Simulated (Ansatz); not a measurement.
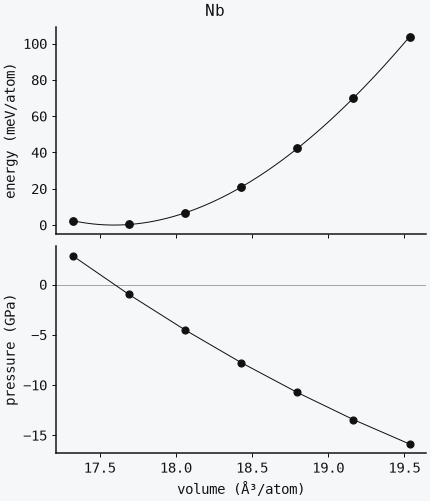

The plot gives the computed energy and pressure against volume for Nb, space group Im-3m (No. 229).

The given structure:
```cif
data_structure
_symmetry_space_group_name_H-M 'P 1'
_symmetry_Int_Tables_number 1
_cell_length_a 2.8820
_cell_length_b 2.8820
_cell_length_c 2.8820
_cell_angle_alpha 109.471
_cell_angle_beta 109.471
_cell_angle_gamma 109.471
_cell_volume 18.43
loop_
_atom_site_label
_atom_site_type_symbol
_atom_site_fract_x
_atom_site_fract_y
_atom_site_fract_z
_atom_site_occupancy
Nb1 Nb 0.00000 0.00000 0.00000 1
```

Calculation (Ansatz 0.2.0): plane-wave DFT, spinors without magnetism; energies at scaled volumes of the given cell, shape and fractions fixed, counted from the fit's minimum, third-order Birch-Murnaghan fit. Level: PBEsol, spin-orbit coupling, no spin polarisation.

```
       setting        value
        k mesh     11×11×11
   occupations  Fermi–Dirac
smearing width      0.05 eV
    potentials   Ansatz PAW
   wave cutoff       420 eV
density cutoff      1680 eV
```

Q: How stiff is the solid, and where is its volume at rest?

A: A third-order Birch–Murnaghan fit gives V0 = 17.59 Å³/atom, B0 = 181 GPa and B′ = 3.3.

Q: How does the pressure vary with volume?

A: It falls from 2.86 GPa at volume 17.32 Å³/atom to −15.86 GPa at 19.53 Å³/atom, and changes sign near 17.60 Å³/atom.
